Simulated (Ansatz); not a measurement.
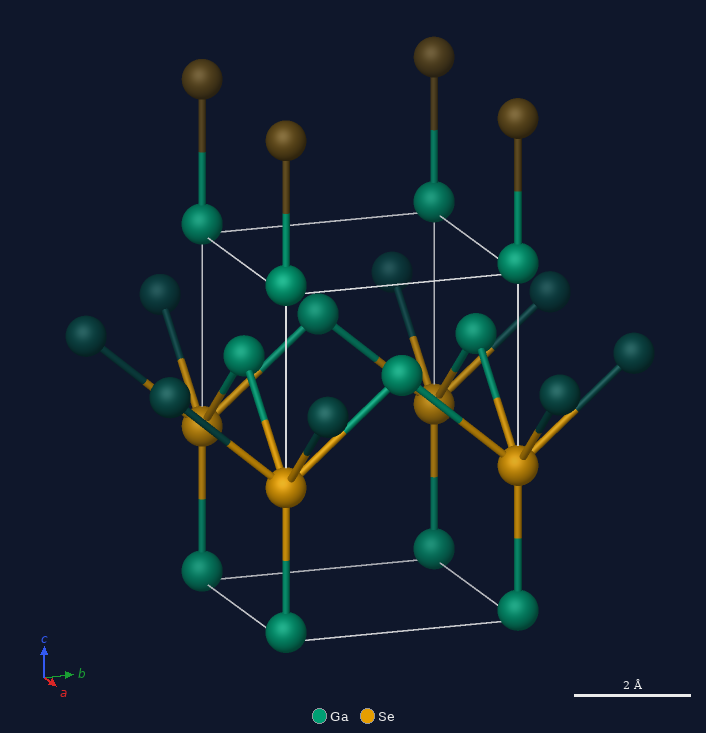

An orthographic ball-and-stick view of the structure, slightly off an axis. One conventional unit cell is framed, with atoms on its boundary repeated. Bonds that leave the box are completed with the atoms at their other ends, in fainter colours. Cell: a = 4.25 Å, b = 4.25 Å, c = 6.21 Å, α = 90.00°, β = 90.00°, γ = 90.00°.

Origin of the cell: a random cell made by a generator, so it need not be a real form of the compound. Earlier steps of the study, as a rule a relaxation of our own, may have changed the cell and positions, so they can lie some per cent off the listed ones. It went into a calculation with Ansatz.

### In words:

It has the composition Ga₃Se. It belongs to space group P4mm (No. 99) and has a primitive tetragonal lattice. In the cell are 3 Ga, 1 Se, which makes 1 formula unit. Se is surrounded by five Ga at about 2.6 to 2.8 Å. The bonds build Ga3Se layers parallel to (001).

Method used: Ansatz, DFT PBE, scalar-relativistic, plane waves, PAW. It ran with plane-wave cutoff 420 eV, a 12×12×8 k-point grid, Gaussian smearing of 0.1 eV, no spin polarisation.

### How large a gap does the method give, if there is one?

A metal: bands cross the Fermi level.

### What are the atomic charges by Bader's partition?

Ga +0.22 to +0.28 e; Se -0.72 e.

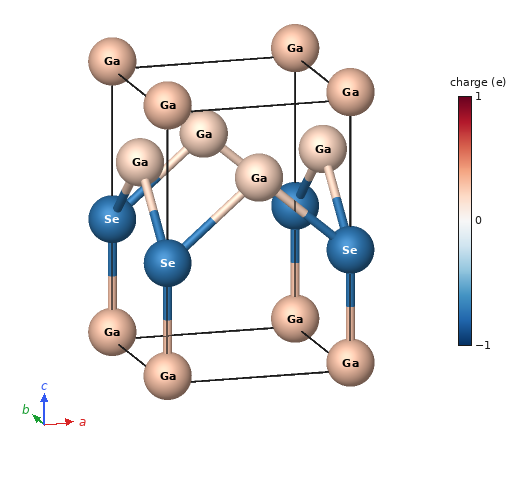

The atoms coloured by those charges. The run's cell of 4 atoms is drawn.

### Do the forces and the stress vanish for this geometry?

Yes. The largest force is 0.01 eV/Å. The pressure is 0.0 GPa, close to zero.
